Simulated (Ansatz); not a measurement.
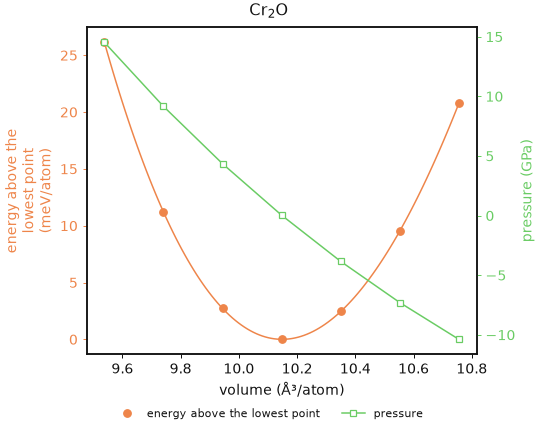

The plot gives the computed energy above the lowest point and pressure against volume for Cr₂O, space group Fm-3m (No. 225) (one of a set of cubic test structures, which need not be the stable phase).

Computed with Ansatz 0.2.0 development build: equation of state of a cubic crystal from periodic Kohn-Sham density functional theory without spin, third-order Birch-Murnaghan fit to the free energies; pressure corrected for the finite basis. Level: PBE.

structure type antifluorite; atoms in cell 3; space group number 225; lattice centring face-centred primitive; k mesh 13×13×13; occupation method Fermi–Dirac; occupation width 0.06123 eV; wave cutoff 420 eV; datasets soft-1 PAW; density tolerance 1e−07 eV; bands 21; density cutoff ratio 4; search for lower states default.

Give the values behind the plot as a table.

| volume (Å³/atom) | energy above the lowest point (meV/atom) | pressure (GPa) |
| --- | --- | --- |
| 9.54 | 26.1 | 14.5 |
| 9.74 | 11.2 | 9.2 |
| 9.94 | 2.7 | 4.3 |
| 10.15 | 0.0 | 0.0 |
| 10.35 | 2.5 | −3.8 |
| 10.55 | 9.6 | −7.3 |
| 10.76 | 20.8 | −10.4 |

Caveats: cubic model structure, not the ambient form; modest k-mesh, values are not fully converged in k; no spin polarisation, a magnetic state may lie lower.
